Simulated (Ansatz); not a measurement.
Geometry relaxation of Al$_{4}$Ni$_{4}$H (part 1 of 3)

The run: geometry relaxation of Al$_{4}$Ni$_{4}$H (slab, 9 atoms in the cell). Method and program: DFT r2SCAN, scalar-relativistic, plane waves, PAW, no spin polarisation (Ansatz 0.2.0).

The structure derives from an entry of the Crystallography Open Database. The input holds or restrains some coordinates. Forces given for the steps count only the free coordinates.

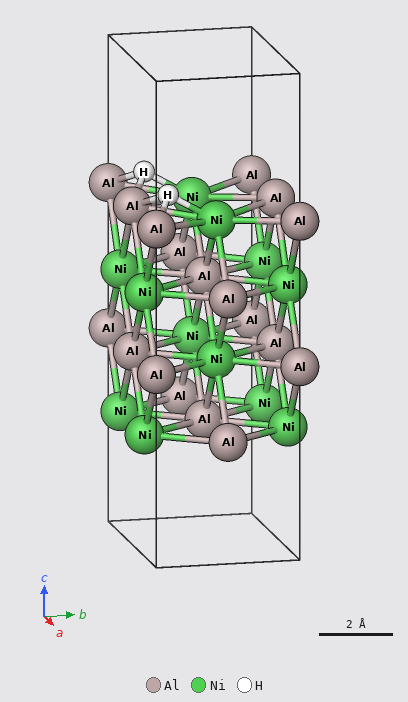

The starting structure (ball-and-stick view of the 2 × 1 repeat of the cell, with the vacuum cut short, seen slightly off an axis). An atom can appear more than once, as a periodic image.

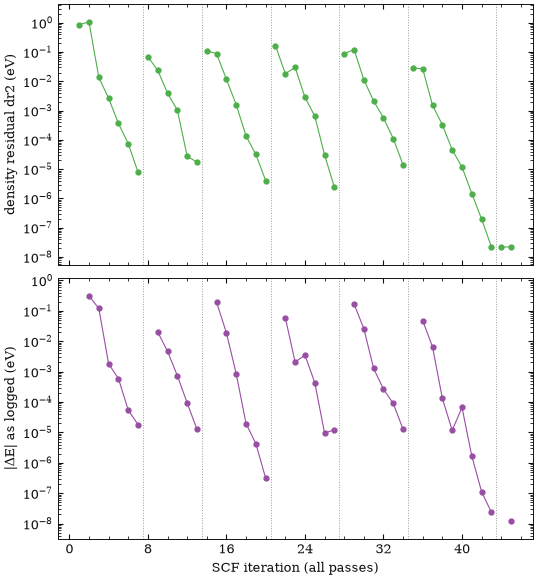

Convergence of the self-consistent field: density residual dr2 and size of the energy change against the SCF iteration. Dotted lines part the SCF passes that the log prints in full.

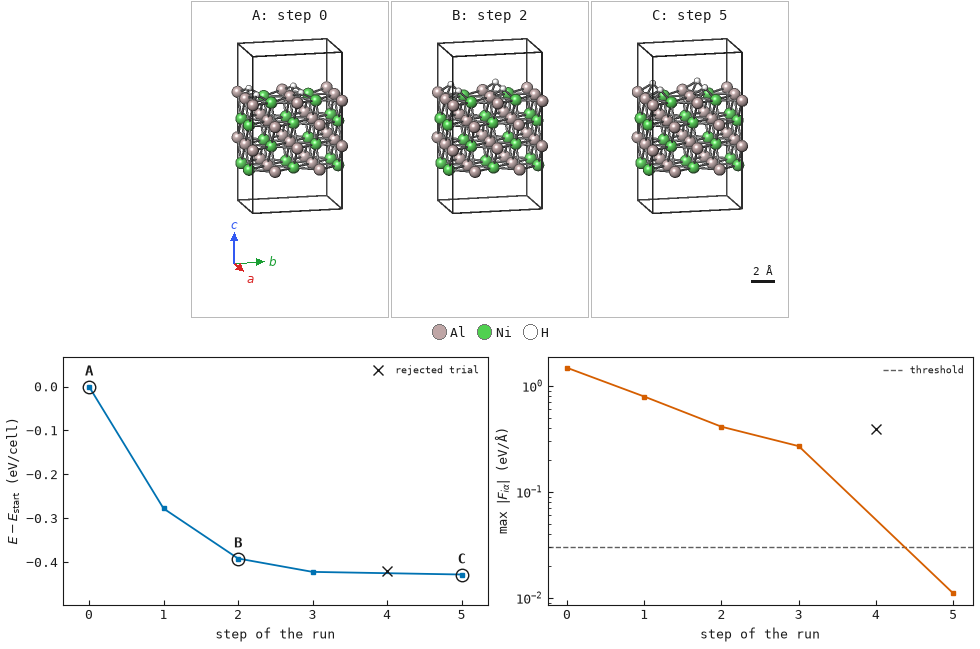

Frames of the restrained relaxation (ball-and-stick view of the 2 × 2 repeat of the cell, with the vacuum cut short, seen slightly off an axis) above the curves, on which the letters mark them (the first geometry is step 0 here and step 1 in the log).

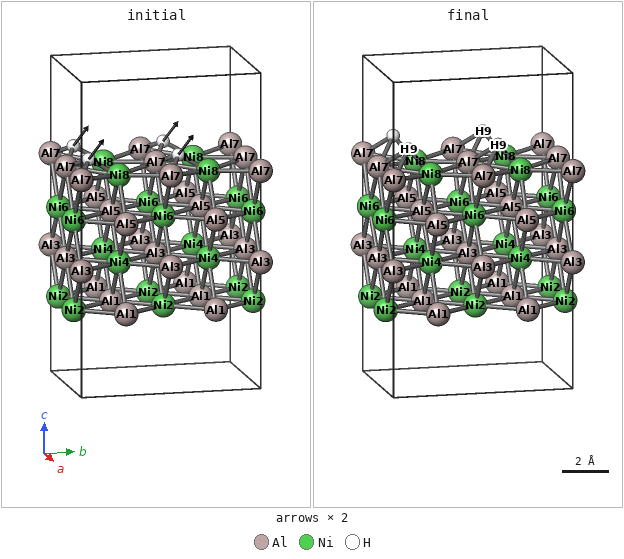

Before (left) and after (right) the restrained relaxation, at one scale (ball-and-stick view of the 2 × 2 repeat of the cell, with the vacuum cut short, seen slightly off an axis). The black arrows give the displacements, magnified 2 times. After 5 geometry steps the energy has fallen by 0.428 eV per cell of the calculation. The largest force component goes from 1.5 to 0.011 eV/Å. The line search rejected the trial step at point 4 (counted from 0) and went back. The largest move is that of H9, 0.56 Å. By element the largest moves are H 0.56 Å, Ni 0.07 Å, Al 0.05 Å. The cell doesn't change. Among the contacts that change: Al7–H9 1.693 → 2.039 Å, Ni6–Al7 2.553 → 2.515 Å, Al5–Ni8 2.381 → 2.419 Å, Al3–Ni6 2.451 → 2.482 Å. Among the angles that change: Al7–H9–Al7 115.5° → 89.2°, Al7–H9–Ni8 99.7° → 85.7°. (Atoms are counted from 1 in the order of the input.)

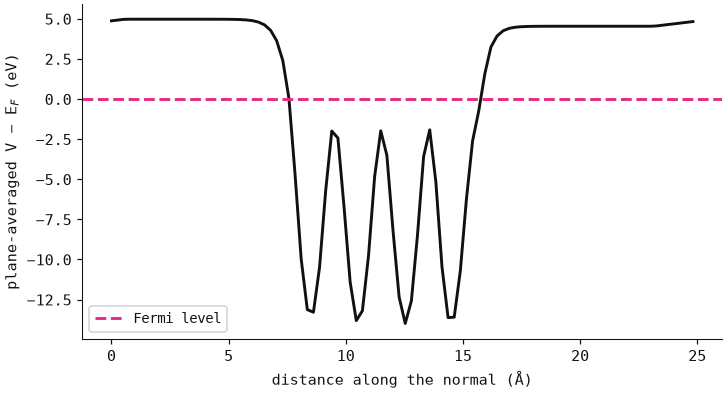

Plane average of the electrostatic potential energy of an electron across the cell, from the Fermi level. The vacuum level lies 4.54 eV above the Fermi level on the upper side and 4.98 eV on the lower.

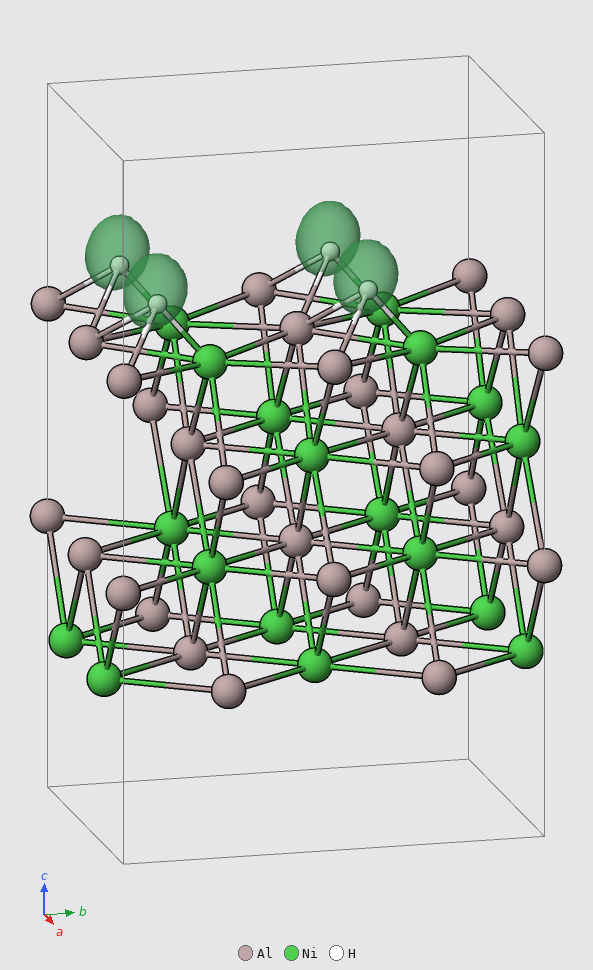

Isosurface of the ELF at 0.9 (green), seen slightly off an axis. Only the valence region is drawn (cores and ρ < 0.01 e/Å³ removed). Sticks mark near contacts. The ELF exceeds this value in one region around a hydrogen nucleus, counted in one cell of 9 atoms. Profiles from the grid: Ni–H (1.56 Å): the ELF climbs to about 1 towards the hydrogen, as it does in any bond to H. Core electrons are frozen (PAW), so the fields are smoothed inside the atomic spheres.

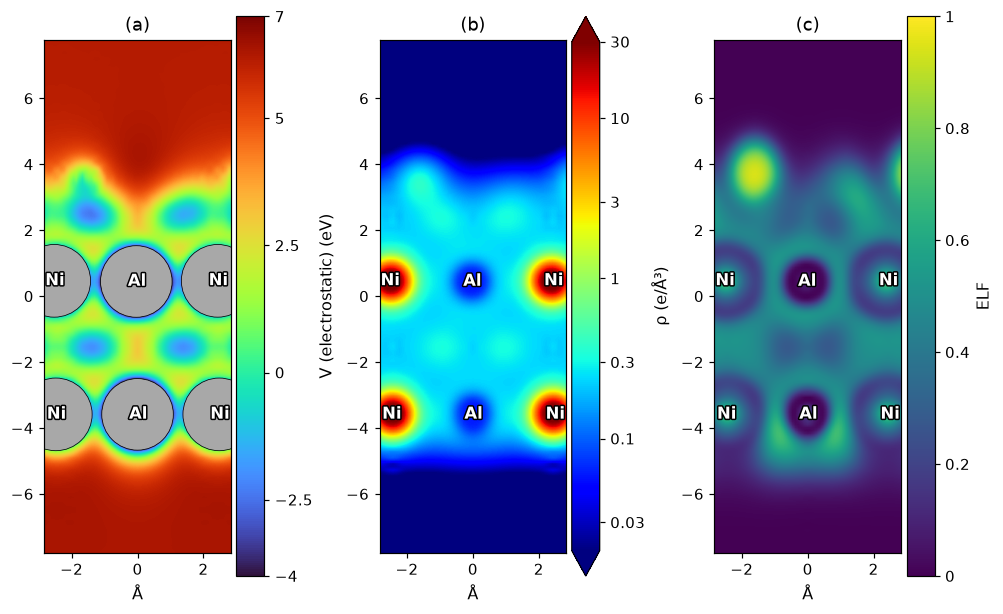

(a) electrostatic potential (local pseudopotential plus Hartree) felt by an electron; (b) valence pseudo-density; (c) electron localisation function on the (11̄0) plane of the calculation cell, a cut from vacuum to vacuum. Grey discs, where drawn, cover atomic cores. The section cuts through Al and Ni sites. Al–Ni (2.48 Å): the density is about 0.31 e/Å³ at the midpoint; the ELF is about 0.45 at the midpoint (no localised pair between them). Al–Ni (2.49 Å): ρ is about 0.3 e/Å³ halfway; the ELF is about 0.40 at the midpoint; no localised pair between them. The density dies away to nearly zero in the vacuum. The strong features right at Ni lie inside the PAW spheres (semicore, d or f shells) and say nothing about bonding.

The input that produced these results follows, with the program's output.

### Input
```yaml
crystal:
  lattice:
    - [2.8631569649, 0.0, 0.0]
    - [0.0, 4.0491154109, 0.0]
    - [0.0, 0.0, 25.0736731164]
  atoms:
    - { symbol: Al, position: [0.0, 0.5, 0.3390009896] }
    - { symbol: Ni, position: [0.5, 0.0, 0.3390009896] }
    - { symbol: Al, position: [0.0, 0.0, 0.4197453503] }
    - { symbol: Ni, position: [0.5, 0.5, 0.4197453503] }
    - { symbol: Al, position: [0.0, 0.5, 0.5003139399] }
    - { symbol: Ni, position: [0.5, 0.0, 0.4990971732] }
    - { symbol: Al, position: [0.0, 0.0, 0.5834174168] }
    - { symbol: Ni, position: [0.5, 0.5, 0.5762103721] }
    - { symbol: H, position: [0.5, 0.1666666667, 0.6073468984] }
basis:
  ecutwfc: 500
kpoints:
  mp_grid: { grid: [10, 7, 1] }
hamiltonian:
  xc: r2scan
scf:
  occupations: { method: gaussian, width: 0.1 }
output:
  forces: true
  eigenvalues: true
  write_density: true
  write_potential: true
  elf: true
  volumetric_format: npy
relax:
  adjacent_minimum: "off"
  f_tol: 0.03
  max_steps: 70
  constraints: [{ sites: [0, 1, 2, 3] }]
efield:
  axis: 3
  dipole_correction: true
```

Launched with:
```bash
ansatz run input.yaml --threads 2 --pin off --max-ram 5120MiB --backend cpu --events-out ev --progress --plain --runs-dir out
```

### Output
```
Engine: ansatz 0.2.0, aarch64-unknown-linux-gnu
Pseudopotentials: kind: paw
Pseudopotential: Al, paw, valence charge 3, recommended cutoff 500 eV (meta_gga), Al.paw.azcp
Pseudopotential: Ni, paw, valence charge 18, recommended cutoff 500 eV (meta_gga), Ni.paw.azcp
Pseudopotential: H, paw, valence charge 1, recommended cutoff 500 eV (meta_gga), H.paw.azcp
Functional definition: r2SCAN
  parameter k0 = 0.174
  parameter k1 = 0.065
  parameter a1 = 4.9479
  exchange = r2scan_x(k0 = k0, k1 = k1, a1 = a1)
  correlation = r2scan_c
Crystal: 9 atoms, lattice volume = 290.685 Å³
Basis set: ecut = 500 eV, 7391 PW (Γ), exchange–correlation on 96×120×768 points (64 copies of the dense FFT grid, shifted against one another)
Bands: 52, of which v1, the nominal top of the filled ones, is band 43 counted from 1 (42 counted from 0)
Symmetry: 2 space group operations
Space group: Pm (ITA 6), of the structure as read, at distance tolerance 6.6e-5 Å
k-points: 24 of 70 (time reversal used)
Non-local potential: Al, projectors of the file, l = 0: 2, l = 1: 2, l = 2: 1
Non-local potential: Ni, projectors of the file, l = 0: 3, l = 1: 2, l = 2: 3, l = 3: 1
Non-local potential: H, projectors of the file, l = 0: 2, l = 1: 1
PAW form: soft (Blöchl's): semilocal exchange-correlation on the pseudo side does not see the compensation charge
PAW frozen core: Al, regenerated for the run's functional (the file was generated under x = pbe(κ = 0.804, μ = 0.2195149727645171), c = pbe(β = 0.06672455060314922))
PAW frozen core: Ni, regenerated for the run's functional (the file was generated under x = pbe(κ = 0.804, μ = 0.2195149727645171), c = pbe(β = 0.06672455060314922))
PAW one-centre angular grid: Al, 302 points (default); XC on 160 Gauss nodes
PAW one-centre angular grid: Ni, 590 points (default); XC on 160 Gauss nodes
PAW one-centre angular grid: H, 302 points (default); XC on 160 Gauss nodes
Initial density: superposition of atomic densities (neutral atoms: chi_scale 0, normalization atom), corrected by the library's trained network
Initial wavefunctions: pseudopotential atomic-orbital guess
Functional: x = r2scan, c = r2scan; τ floored in thin density (d = 2e-4 eV/Å³)
SCF iter   1: F=—  HF=-25561.105524 eV  |F-HF|=—  |Δ(HF+E_count)|=         —  Δρ=1.75e-2  dr2=8.61e-1  dr2_τ=2.38e-1  ethr=1.77e-3  p=0.037 e·Å  D=2.31e-2 V/Å  ΔV_dip=-0.58 eV  dr2_dipole=7.17e-2  V_vac-E_F(+/−)=4.54/5.12 eV  ⟨swp⟩=11.0  Hψ=6497  notcnv=0  defer=13
efield: sawtooth ramp at fractional position 0.9232 (placed from the atoms, in the widest stretch of the axis that holds none; the zero of the levels goes with the place), width 0.1000; the density the first Hamiltonian is built on has a dipole p = 0.037 e·Å; the dipole correction subtracts the counter field D = 2.31e-2 V/Å, which shifts the + side's vacuum level by -0.58 eV against the − side's; the planar-averaged density in the ramp window peaks in size at 2.1e-5 e/Å³
preconditioner: auto → LDOS  [metal: Δε(μ)=0.021 eV  Ē_g=6.765 eV  σ=0.100 eV  W_gap=0.12  n_scr=48 (ndim 8)  ℏωp=15.9 eV  f_vac=0.605  D(μ)=3.20/eV (n_scr^D=10)  β→1.0]
SCF iter   2: F=—  HF=-25561.417191 eV  |F-HF|=—  |Δ(HF+E_count)|=   3.12e-1  Δρ=2.37e-2  dr2=1.07e0  dr2_τ=7.91e-3  ethr=1.01e-3  p=0.050 e·Å  D=3.12e-2 V/Å  ΔV_dip=-0.78 eV  dr2_dipole=1.78e-2  V_vac-E_F(+/−)=4.18/4.96 eV  ⟨swp⟩=3.0  Hψ=2329  notcnv=0  defer=74
SCF iter   3: F=—  HF=-25561.297593 eV  |F-HF|=—  |Δ(HF+E_count)|=   1.20e-1  Δρ=1.49e-3  dr2=1.36e-2  dr2_τ=9.00e-4  ethr=1.01e-3  p=0.046 e·Å  D=2.89e-2 V/Å  ΔV_dip=-0.72 eV  dr2_dipole=9.75e-5  V_vac-E_F(+/−)=4.30/5.02 eV  ⟨swp⟩=2.2  Hψ=1826  notcnv=0  defer=74
SCF iter   4: F=—  HF=-25561.299404 eV  |F-HF|=—  |Δ(HF+E_count)|=   1.81e-3  Δρ=1.03e-3  dr2=2.65e-3  dr2_τ=2.44e-5  ethr=1.60e-5  p=0.046 e·Å  D=2.86e-2 V/Å  ΔV_dip=-0.72 eV  dr2_dipole=1.09e-6  V_vac-E_F(+/−)=4.28/5.00 eV  ⟨swp⟩=2.0  Hψ=2140  notcnv=0  defer=73
SCF iter   5: F=—  HF=-25561.299994 eV  |F-HF|=—  |Δ(HF+E_count)|=   5.90e-4  Δρ=4.16e-4  dr2=3.66e-4  dr2_τ=3.65e-6  ethr=3.12e-6  p=0.046 e·Å  D=2.83e-2 V/Å  ΔV_dip=-0.71 eV  dr2_dipole=5.04e-6  V_vac-E_F(+/−)=4.28/4.99 eV  ⟨swp⟩=2.1  Hψ=1879  notcnv=0  defer=73
SCF iter   6: F=—  HF=-25561.300048 eV  |F-HF|=—  |Δ(HF+E_count)|=   5.41e-5  Δρ=1.88e-4  dr2=7.43e-5  dr2_τ=7.50e-7  ethr=4.30e-7  p=0.045 e·Å  D=2.83e-2 V/Å  ΔV_dip=-0.71 eV  dr2_dipole=1.52e-7  V_vac-E_F(+/−)=4.29/4.99 eV  ⟨swp⟩=2.8  Hψ=2516  notcnv=0  defer=73
SCF iter   7: F=-25561.300064 eV  HF=-25561.300066 eV  |F-HF|=1.89e-6  |Δ(HF+E_count)|=   1.80e-5  Δρ=4.79e-5  dr2=7.80e-6  dr2_τ=7.66e-8  ethr=2.65e-8  p=0.045 e·Å  D=2.82e-2 V/Å  ΔV_dip=-0.71 eV  dr2_dipole=8.32e-7  V_vac-E_F(+/−)=4.29/4.99 eV  ⟨swp⟩=25.3  Hψ=15426  notcnv=0
SCF 1 converged in 7 iterations: F = -25561.300064 eV  dr2 = 7.80e-6
  greatest PAW one-centre occupation: 1.001 electrons in one spin orbital (limit 2), on the Ni atom at site 1 (counted from 0), in its partial waves of l = 1
relax step   1: F+E_penalty+E_count = -25561.30006394 eV  Δ(F+E_penalty+E_count) = +0.000e0 eV  max|allowed force component| = 1.484e0 eV/Å  Δτ_max = 0.0000 Å  (7 SCF iters, dr2 threshold 2.25e-5 eV, accepted)
Initial density: handed on by an earlier stage of this run
Initial wavefunctions: those handed on with the density
iter 1 solved again at ethr=8.50e-5 eV; its pass at ethr=3.10e-3 eV (dr2=7.23e-2 eV) is discarded
```
